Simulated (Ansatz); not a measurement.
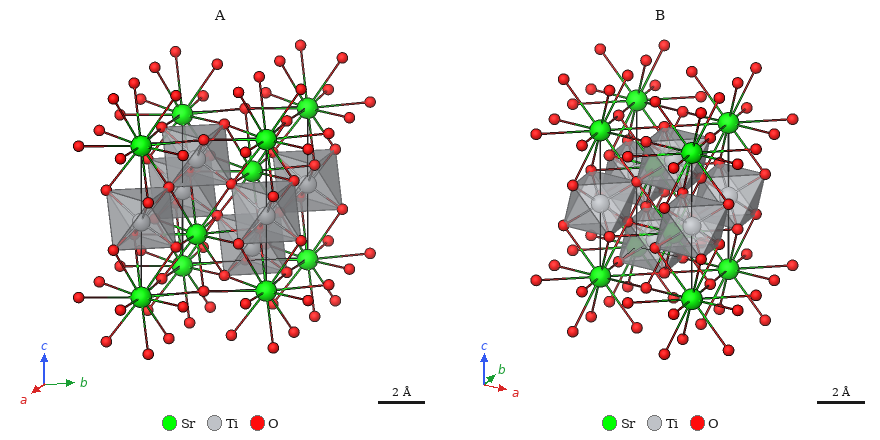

Two structures of SrTiO3, each relaxed to rest (conventional cells in solid outline, small ones repeated, not to one scale). Method: DFT PBE, scalar-relativistic, plane waves, PAW in Ansatz, without spin polarisation.

Question: Which structures are these?

Answer: A: 15 atoms a cell on a rhombohedral (trigonal R) lattice, R3m. B: 15 atoms a cell on a rhombohedral (trigonal R) lattice, R-3m.

Question: A or B: which is lower in energy?

Answer: A is lower, by 32 meV/atom at this level of theory (energies at zero smearing). Volumes: A 12.3, B 12.2 Å³/atom.
